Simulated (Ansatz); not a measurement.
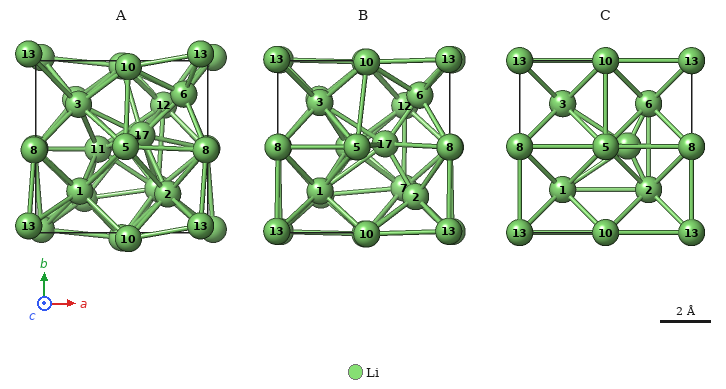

3 geometries from one relaxation of a defect cell of composition Li, in shuffled order. Style: ball-and-stick. Shown: the cell of the calculation (origin shifted), along the c axis.

It is an interstitial Li in bcc Li. The run prepares the start of a later molecular dynamics calculation, from a guessed geometry.

Theory: Ansatz 0.2.0, DFT PBE, scalar-relativistic, plane waves, PAW. Set-up: plane-wave cutoff 420 eV; k-point mesh 2 × 2 × 2; occupations fermi dirac; smearing width 0.05 eV; no spin polarisation; atoms relaxed in a fixed cell; force threshold 0.08 eV/Å; at most 25 steps.

Question: Put them in the order of the run, from the start to the converged end.

Answer: C, B, A. They are steps 0, 4, 7, at +1.719 eV per cell of the calculation, +0.136 eV per cell of the calculation relative to the last. The atom that moves furthest is a Li atom (1.11 Å roughly along [−2 0 −1]). The cell stays as it was. Some distances before and after: Li–Li 3.022 → 4.829 Å, Li–Li 3.022 → 4.071 Å, Li–Li 3.930 → 2.978 Å, Li–Li 3.954 → 3.068 Å. Among the angles between lasting bonds that change: Li–Li–Li 104.3° → 149.8°, Li–Li–Li 180.0° → 135.9°, Li–Li–Li 180.0° → 137.9°. After 7 geometry steps the energy has fallen by 1.719 eV per cell of the calculation. Largest force component: 1.6 eV/Å at the start, 0.074 eV/Å at the end.

Limits of the set-up: the k-point mesh is coarse for a cell with partly filled bands; the program's low-accuracy preset was used; the periodic images lie only 7.0 Å apart, so the values are limited by the cell's size.
